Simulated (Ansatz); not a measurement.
**GeSi: geometry relaxation**

- system: GeSi (P6₃mc, 4 atoms in the cell)
- method: DFT r2SCAN, scalar-relativistic, plane waves, PAW (Ansatz 0.2.0)

The structure derives from a Materials Project entry. The run did not end well. It belongs to a series of runs on one base structure; here: uniaxial strain along c, a, b and atoms relaxed: +3.0 %. Figures and captions count atoms from 1; the log counts them from 0 in places.

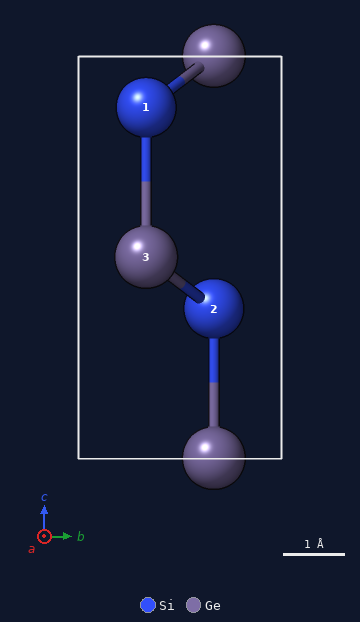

Fig. 1: The input geometry (ball-and-stick view of the cell of the calculation, along the a axis; atoms are numbered from 1 in the order of the input). Near neighbours in the crystal (not all of them lie inside the picture): Si has 4 Ge at 2.39 to 2.47 Å; Ge has 4 Si at 2.39 to 2.47 Å.

What the run reported

- outcome: stopped at the time limit
- space group (tolerance 0.01 Å): P6₃mc (186)
- final cell: a = 3.892 Å, b = 3.892 Å, c = 6.647 Å, α = 90.00°, β = 90.00°, γ = 120.00°
- hardware: 1 thread of Intel Xeon @ 2.50GHz (Skylake/Cascade Lake), 192 GiB of memory available, shared host
- wall time: 4 min
- peak memory: 0.71 GiB

Diagnosis

The run was cut off by its time limit, so the output is incomplete.

Input file
```yaml
crystal:
  lattice:
    - [3.8750948107, 0.0, 0.0]
    - [-1.9375474053, 3.3559305481, 0.0]
    - [0.0, 0.0, 6.6472900572]
  atoms:
    - { symbol: Si, position: [0.6666666672, 0.3333333328, 0.8733279874] }
    - { symbol: Si, position: [0.3333333328, 0.6666666672, 0.3733279874] }
    - { symbol: Ge, position: [0.6666666662, 0.3333333338, 0.5016710126] }
    - { symbol: Ge, position: [0.3333333338, 0.6666666662, 0.0016710126] }
basis:
  ecutwfc: 500
kpoints:
  mp_grid: { grid: [12, 12, 4] }
hamiltonian:
  xc: r2scan
scf:
  occupations: { method: gaussian, width: 0.02 }
output:
  forces: true
  stress: true
  eigenvalues: true
  write_density: true
  write_potential: true
  elf: true
  volumetric_format: npy
relax:
  adjacent_minimum: "off"
  f_tol: 0.008
  max_steps: 40
  cell: { stress_tol: 0.015, fix: [c, angles] }
```

Command:
```bash
ansatz run input.yaml --threads 1 --pin off --max-ram 2560MiB --backend cpu --events-out ev --progress --plain --runs-dir out
```

The program's output
```
Warning: crystal.symmetry: narrowed to the stabiliser of the fixed cell quantities (relax.cell.fix) — unitary ops 12 → 4. The narrowing is safe, since a smaller group never makes results wrong: the run goes on under it, on as many k-points as the starting group would need, or more. Excluded: 8 operations that would move a fixed cell quantity at a test strain (relax.cell.fix fixes c, alpha, beta, gamma). The cell can leave their symmetry as it relaxes.
Engine: ansatz 0.2.0, x86_64-unknown-linux-gnu
Pseudopotentials: kind: paw
Pseudopotential: Si, paw, valence charge 4, recommended cutoff 500 eV (meta_gga), Si.paw.azcp
Pseudopotential: Ge, paw, valence charge 14, recommended cutoff 500 eV (meta_gga), Ge.paw.azcp
Functional definition: r2SCAN
  parameter k0 = 0.174
  parameter k1 = 0.065
  parameter a1 = 4.9479
  exchange = r2scan_x(k0 = k0, k1 = k1, a1 = a1)
  correlation = r2scan_c
Crystal: 4 atoms, lattice volume = 86.445 Å³
Basis set: ecut = 500 eV, 2191 PW (Γ), exchange–correlation on 120×120×200 points (64 copies of the dense FFT grid, shifted against one another)
Bands: 22, of which v1, the nominal top of the filled ones, is band 18 counted from 1 (17 counted from 0)
Symmetry: 4 space group operations
k-points: 129 of 576 (time reversal used)
Non-local potential: Si, projectors of the file, l = 0: 2, l = 1: 2, l = 2: 2
Non-local potential: Ge, projectors of the file, l = 0: 2, l = 1: 2, l = 2: 3, l = 3: 1
PAW form: soft (Blöchl's): semilocal exchange-correlation on the pseudo side does not see the compensation charge
PAW frozen core: Si, regenerated for the run's functional (the file was generated under x = pbe(κ = 0.804, μ = 0.2195149727645171), c = pbe(β = 0.06672455060314922))
PAW frozen core: Ge, regenerated for the run's functional (the file was generated under x = pbe(κ = 0.804, μ = 0.2195149727645171), c = pbe(β = 0.06672455060314922))
PAW one-centre angular grid: Si, 302 points (default); XC on 160 Gauss nodes
PAW one-centre angular grid: Ge, 590 points (default); XC on 160 Gauss nodes
Initial density: superposition of atomic densities (neutral atoms: chi_scale 0, normalization atom), corrected by the library's trained network
Initial wavefunctions: pseudopotential atomic-orbital guess
Functional: x = r2scan, c = r2scan; τ floored in thin density (d = 2e-4 eV/Å³)
SCF iter   1: F=—  HF=-9883.770730 eV  |F-HF|=—  |Δ(HF+E_count)|=         —  Δρ=5.64e-3  dr2=2.65e-2  dr2_τ=1.51e-2  ethr=1.77e-3  ⟨swp⟩=6.3  Hψ=13979  notcnv=0
preconditioner: auto → Resta (q_TF=auto, 2.358 Å⁻¹)  ε∞=4.5  [insulator: Δε(μ)=0.705 eV  Ē_g=8.533 eV  σ=0.020 eV  W_gap=1.00  n_scr=22 (ndim 8)  ℏωp=16.0 eV  f_vac=0.011  D(μ)=0.00/eV (n_scr^D=0)  ε∞_Penn≈4.5]
SCF iter   2: F=—  HF=-9883.787954 eV  |F-HF|=—  |Δ(HF+E_count)|=   1.72e-2  Δρ=2.15e-3  dr2=3.87e-3  dr2_τ=4.23e-5  ethr=7.35e-5  ⟨swp⟩=2.9  Hψ=7023  notcnv=0
SCF iter   3: F=—  HF=-9883.787174 eV  |F-HF|=—  |Δ(HF+E_count)|=   7.80e-4  Δρ=1.35e-3  dr2=1.26e-3  dr2_τ=1.03e-5  ethr=1.07e-5  ⟨swp⟩=3.0  Hψ=5629  notcnv=0
SCF iter   4: F=—  HF=-9883.786979 eV  |F-HF|=—  |Δ(HF+E_count)|=   1.95e-4  Δρ=1.94e-4  dr2=2.28e-5  dr2_τ=1.68e-7  ethr=3.50e-6  ⟨swp⟩=2.0  Hψ=3640  notcnv=0
SCF iter   5: F=—  HF=-9883.786981 eV  |F-HF|=—  |Δ(HF+E_count)|=   2.85e-6  Δρ=3.92e-5  dr2=1.68e-6  dr2_τ=1.10e-8  ethr=6.34e-8  ⟨swp⟩=2.0  Hψ=4866  notcnv=0
SCF iter   6: F=-9883.786982 eV  HF=-9883.786982 eV  |F-HF|=8.19e-10  |Δ(HF+E_count)|=   1.23e-7  Δρ=7.07e-6  dr2=5.53e-8  dr2_τ=1.01e-9  ethr=2.78e-10  ⟨swp⟩=7.3  Hψ=20166  notcnv=0
SCF 1 converged in 6 iterations: F = -9883.786982 eV  dr2 = 5.53e-8
  greatest PAW one-centre occupation: 0.998 electrons in one spin orbital (limit 2), on the Ge atom at site 3 (counted from 0), in its partial waves of l = 2
relax step   1: F+E_penalty+E_count = -9883.78698159 eV  Δ(F+E_penalty+E_count) = +0.000e0 eV  max|allowed force component| = 1.135e-1 eV/Å  Δτ_max = 0.0000 Å  P = -1.122 GPa  Ω = 86.445 Å³  fix = [c, alpha, beta, gamma]  reactions: c -5.632 GPa; gamma -0.000 GPa/rad  (6 SCF iters, dr2 threshold 1.00e-7 eV, accepted)
Crystal: 4 atoms, lattice volume = 87.110 Å³
Basis set: ecut = 500 eV, 2215 PW (Γ), exchange–correlation on 120×120×200 points (64 copies of the dense FFT grid, shifted against one another)
Initial density: handed on by an earlier stage of this run
Initial wavefunctions: those handed on with the density
iter 1 solved again at ethr=6.60e-7 eV; its pass at ethr=3.10e-3 eV (dr2=2.38e-4 eV) is discarded
SCF iter   1: F=—  HF=-9883.789319 eV  |F-HF|=—  |Δ(HF+E_count)|=         —  Δρ=4.45e-4  dr2=2.23e-4  dr2_τ=1.99e-4  ethr=6.60e-7  ⟨swp⟩=2.0  Hψ=16505  notcnv=0
preconditioner: auto → Resta (q_TF=auto, 2.355 Å⁻¹)  ε∞=4.5  [insulator: Δε(μ)=0.702 eV  Ē_g=8.473 eV  σ=0.020 eV  W_gap=1.00  n_scr=22 (ndim 8)  ℏωp=15.9 eV  f_vac=0.015  D(μ)=0.00/eV (n_scr^D=0)  ε∞_Penn≈4.5]
SCF iter   2: F=—  HF=-9883.790038 eV  |F-HF|=—  |Δ(HF+E_count)|=   7.19e-4  Δρ=3.12e-4  dr2=1.08e-4  dr2_τ=3.95e-7  ethr=6.18e-7  ⟨swp⟩=2.0  Hψ=3894  notcnv=0
SCF iter   3: F=—  HF=-9883.790035 eV  |F-HF|=—  |Δ(HF+E_count)|=   3.82e-6  Δρ=8.82e-5  dr2=1.06e-5  dr2_τ=1.99e-7  ethr=3.01e-7  ⟨swp⟩=3.0  Hψ=5160  notcnv=0
SCF iter   4: F=—  HF=-9883.790029 eV  |F-HF|=—  |Δ(HF+E_count)|=   5.55e-6  Δρ=4.51e-5  dr2=1.73e-6  dr2_τ=1.65e-8  ethr=2.93e-8  ⟨swp⟩=2.0  Hψ=5160  notcnv=0
SCF iter   5: F=-9883.790029 eV  HF=-9883.790029 eV  |F-HF|=9.67e-9  |Δ(HF+E_count)|=   2.57e-8  Δρ=1.44e-5  dr2=2.49e-7  dr2_τ=2.91e-9  ethr=1.11e-9  ⟨swp⟩=9.9  Hψ=22509  notcnv=0
SCF 2 converged in 5 iterations: F = -9883.790029 eV  dr2 = 2.49e-7
relax step   2: F+E_penalty+E_count = -9883.79002912 eV  Δ(F+E_penalty+E_count) = -3.048e-3 eV  max|allowed force component| = 3.701e-2 eV/Å  Δτ_max = 0.0016 Å  P = -1.759 GPa  Ω = 87.110 Å³  energy of the carried Pulay correction = -1.240e-4 eV  fix = [c, alpha, beta, gamma]  reactions: c -5.611 GPa; gamma +0.000 GPa/rad  (5 SCF iters, dr2 threshold 4.00e-7 eV, accepted)
Crystal: 4 atoms, lattice volume = 87.182 Å³
iter 1 solved again at ethr=2.51e-8 eV; its pass at ethr=3.10e-3 eV (dr2=9.04e-6 eV) is discarded
SCF iter   1: F=—  HF=-9883.790117 eV  |F-HF|=—  |Δ(HF+E_count)|=         —  Δρ=1.46e-4  dr2=8.88e-6  dr2_τ=2.67e-5  ethr=2.51e-8  ⟨swp⟩=2.8  Hψ=16358  notcnv=0
preconditioner: auto → Resta (q_TF=auto, 2.354 Å⁻¹)  ε∞=4.5  [insulator: Δε(μ)=0.692 eV  Ē_g=8.472 eV  σ=0.020 eV  W_gap=1.00  n_scr=22 (ndim 8)  ℏωp=15.9 eV  f_vac=0.015  D(μ)=0.00/eV (n_scr^D=0)  ε∞_Penn≈4.5]
SCF iter   2: F=—  HF=-9883.790160 eV  |F-HF|=—  |Δ(HF+E_count)|=   4.29e-5  Δρ=9.24e-5  dr2=4.08e-6  dr2_τ=2.30e-8  ethr=2.47e-8  ⟨swp⟩=2.0  Hψ=3900  notcnv=0
SCF iter   3: F=—  HF=-9883.790161 eV  |F-HF|=—  |Δ(HF+E_count)|=   1.35e-6  Δρ=1.48e-5  dr2=2.43e-7  dr2_τ=5.47e-9  ethr=1.13e-8  ⟨swp⟩=2.8  Hψ=5336  notcnv=0
SCF iter   4: F=-9883.790161 eV  HF=-9883.790161 eV  |F-HF|=1.69e-8  |Δ(HF+E_count)|=   5.11e-8  Δρ=8.18e-6  dr2=3.04e-8  dr2_τ=5.60e-10  ethr=2.38e-10  ⟨swp⟩=8.8  Hψ=20480  notcnv=0
SCF 3 converged in 4 iterations: F = -9883.790161 eV  dr2 = 3.04e-8
relax step   3: F+E_penalty+E_count = -9883.79016113 eV  Δ(F+E_penalty+E_count) = -1.320e-4 eV  max|allowed force component| = 5.177e-3 eV/Å  Δτ_max = 0.0017 Å  P = -1.841 GPa  Ω = 87.182 Å³  energy of the carried Pulay correction = -1.374e-4 eV  fix = [c, alpha, beta, gamma]  reactions: c -5.546 GPa; gamma -0.000 GPa/rad  (4 SCF iters, dr2 threshold 8.56e-8 eV, accepted)
Initial wavefunctions: pseudopotential atomic-orbital guess (no wavefunctions were taken with the density)
iter 1 solved again at ethr=2.57e-7 eV; its pass at ethr=3.10e-3 eV (dr2=9.24e-5 eV) is discarded
SCF iter   1: F=—  HF=-9883.790281 eV  |F-HF|=—  |Δ(HF+E_count)|=         —  Δρ=3.61e-5  dr2=5.93e-8  dr2_τ=2.23e-8  ethr=2.57e-7  ⟨swp⟩=3.2  Hψ=22809  notcnv=0
eigensolver tolerance schedule: the retry pair's looser diagonalisation over-reported the residual by 1557.68 of it (diagonalisation noise at 0.15 of the residual, at the tolerance the schedule requests for it); recorded, not acted on — ethr = c·dr2/N_el stays at c = 1.0e-1
preconditioner: auto → Resta (q_TF=auto, 2.354 Å⁻¹)  ε∞=4.5  [insulator: Δε(μ)=0.691 eV  Ē_g=8.472 eV  σ=0.020 eV  W_gap=1.00  n_scr=22 (ndim 8)  ℏωp=15.9 eV  f_vac=0.015  D(μ)=0.00/eV (n_scr^D=0)  ε∞_Penn≈4.5]
SCF iter   2: F=—  HF=-9883.790290 eV  |F-HF|=—  |Δ(HF+E_count)|=   8.81e-6  Δρ=1.83e-5  dr2=1.87e-8  dr2_τ=4.53e-8  ethr=1.65e-10  ⟨swp⟩=2.7  Hψ=4989  notcnv=0
SCF iter   3: F=—  HF=-9883.790292 eV  |F-HF|=—  |Δ(HF+E_count)|=   2.02e-6  Δρ=1.67e-6  dr2=1.20e-9  dr2_τ=1.06e-10  ethr=5.19e-11  ⟨swp⟩=2.0  Hψ=5158  notcnv=0
SCF iter   4: F=—  HF=-9883.790292 eV  |F-HF|=—  |Δ(HF+E_count)|=   4.69e-9  Δρ=1.15e-6  dr2=3.02e-10  dr2_τ=1.59e-10  ethr=3.33e-12  ⟨swp⟩=2.0  Hψ=5124  notcnv=0
SCF iter   5: F=—  HF=-9883.790292 eV  |F-HF|=—  |Δ(HF+E_count)|=   6.83e-9  Δρ=2.61e-7  dr2=2.99e-11  dr2_τ=1.87e-12  ethr=1.00e-12  ⟨swp⟩=2.0  Hψ=5160  notcnv=0
SCF iter   6: F=—  HF=-9883.790292 eV  |F-HF|=—  |Δ(HF+E_count)|=  1.82e-11  Δρ=8.23e-8  dr2=3.87e-12  dr2_τ=2.14e-13  ethr=1.00e-12  ⟨swp⟩=1.0  Hψ=2838  notcnv=0
```

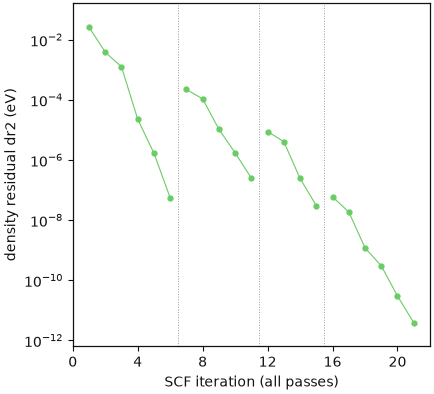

Fig. 2: Convergence of the self-consistent field: density residual dr2 against the SCF iteration. Dotted lines part the SCF passes that the log prints in full.

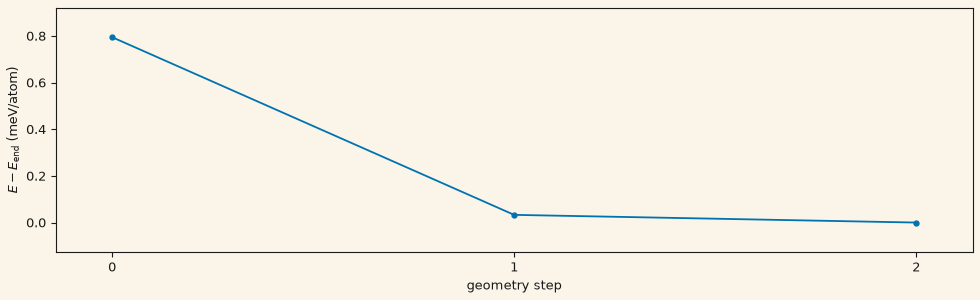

Fig. 3: Progress of the relaxation, step by step (the first geometry is step 0 here and step 1 in the log). The run was cut off at its time limit before the program reported convergence, but its last step already meets the force threshold: the largest component is 0.0052 eV/Å against 0.008 eV/Å. No atom moves by more than 0.005 Å relative to the cell. Over 2 geometry steps the energy falls by 0.8 meV per atom. Largest force component: 0.11 eV/Å at the start, 0.0052 eV/Å at the end. Pressure: −1.12 GPa at the start and −1.84 GPa at the end.

Trajectory as extended XYZ (Å, eV, eV/Å), 3 frames, from step=1 to step=3
```
4
Lattice="3.8751 0.0000 0.0000 -1.9375 3.3559 0.0000 0.0000 0.0000 6.6473" Properties=species:S:1:pos:R:3:forces:R:3 step=1 energy=-9883.78698 pressure_GPa=-1.12
Si    1.9375    1.1186    5.8053    0.0000   0.0000  -0.1135
Si    0.0000    2.2373    2.4816    0.0000   0.0000  -0.1135
Ge    1.9375    1.1186    3.3348    0.0000   0.0000   0.1135
Ge    0.0000    2.2373    0.0111    0.0000   0.0000   0.1135
4
Lattice="3.8900 0.0000 0.0000 -1.9450 3.3688 0.0000 0.0000 0.0000 6.6473" Properties=species:S:1:pos:R:3:forces:R:3 step=2 energy=-9883.79003 pressure_GPa=-1.76
Si    1.9450    1.1229    5.8036    0.0000   0.0000  -0.0370
Si    0.0000    2.2459    2.4800    0.0000   0.0000  -0.0370
Ge    1.9450    1.1229    3.3364    0.0000   0.0000   0.0370
Ge    0.0000    2.2459    0.0127    0.0000   0.0000   0.0370
4
Lattice="3.8916 0.0000 0.0000 -1.9458 3.3702 0.0000 0.0000 0.0000 6.6473" Properties=species:S:1:pos:R:3:forces:R:3 step=3 energy=-9883.79016 pressure_GPa=-1.84
Si    1.9458    1.1234    5.8020    0.0000   0.0000   0.0052
Si    0.0000    2.2468    2.4783    0.0000   0.0000   0.0052
Ge    1.9458    1.1234    3.3380    0.0000   0.0000  -0.0051
Ge    0.0000    2.2468    0.0144    0.0000   0.0000  -0.0051
```
